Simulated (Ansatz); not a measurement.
The calculation's input:

```
crystal:
  lattice:
    - [4.7222897775, 0.0, 0.0]
    - [0.0, 4.7228698889, 0.0]
    - [0.0, 0.0, 3.1904047622]
  atoms:
    - { symbol: Sn, position: [0.5, 0.5, 0.5] }
    - { symbol: Sn, position: [0.0, 0.0, 0.0] }
    - { symbol: O, position: [0.3059833077, 0.293217617, 0.0] }
    - { symbol: O, position: [0.8059833077, 0.206782383, 0.5] }
    - { symbol: O, position: [0.1940166923, 0.793217617, 0.5] }
    - { symbol: O, position: [0.6940166923, 0.706782383, 0.0] }
basis:
  ecutwfc: 520.0
kpoints:
  mp_grid: { grid: [6, 6, 8] }
hamiltonian:
  xc: lda
scf:
  occupations: { method: gaussian, width: 0.05 }
output:
  forces: true
  stress: true
  eigenvalues: true
  write_density: true
  write_potential: true
  elf: true
  volumetric_format: npy
```

Command:

```sh
ansatz run input.yaml --threads 2 --pin off --max-ram 4096MiB --backend cpu --events-out ev --progress --plain --runs-dir out
```

Below, planes, directions and counts refer to the conventional cell (a = 4.72 Å, b = 4.72 Å, c = 3.19 Å, α = 90.00°, β = 90.00°, γ = 90.00°).

Space group Pnnm; a structure from a database of computed crystals, not necessarily the ambient phase; changed on purpose from its base cell (shift of O3 along [0 1 0], its symmetry partners moved alike: -0.061 A in the relaxed cell; volume per atom at fixed shape 11.8591); not relaxed (largest force 1.0 eV/Å).

Theory: DFT LDA, scalar-relativistic, plane waves, PAW (Ansatz).

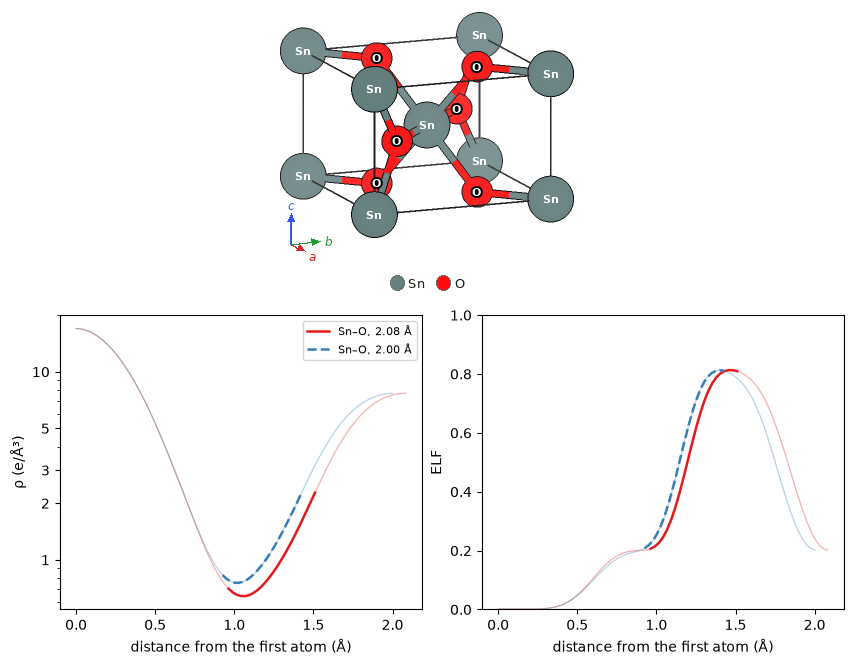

SnO2. Valence pseudo-density and electron localisation function along straight lines between neighbouring atoms. Thin, pale parts lie inside the atomic spheres. The structure is drawn too.

Core electrons are frozen (PAW), and the valence fields are smoothed inside the atomic spheres.

Question: What can be read from the curves?

Answer: Sn–O (2.08 Å): the density is about 0.64 e/Å³ at the midpoint; the ELF peaks at about 0.80 in the valence shell of O, 0.6 Å from its nucleus, and is about 0.25 at the midpoint (no shared electron pair shows on this line).
Sn–O (2.00 Å): ρ at the midpoint is about 0.76 e/Å³; the ELF peaks at about 0.80 in the valence shell of O, 0.6 Å from its nucleus, and is about 0.25 at the midpoint; no localised pair shows between them.
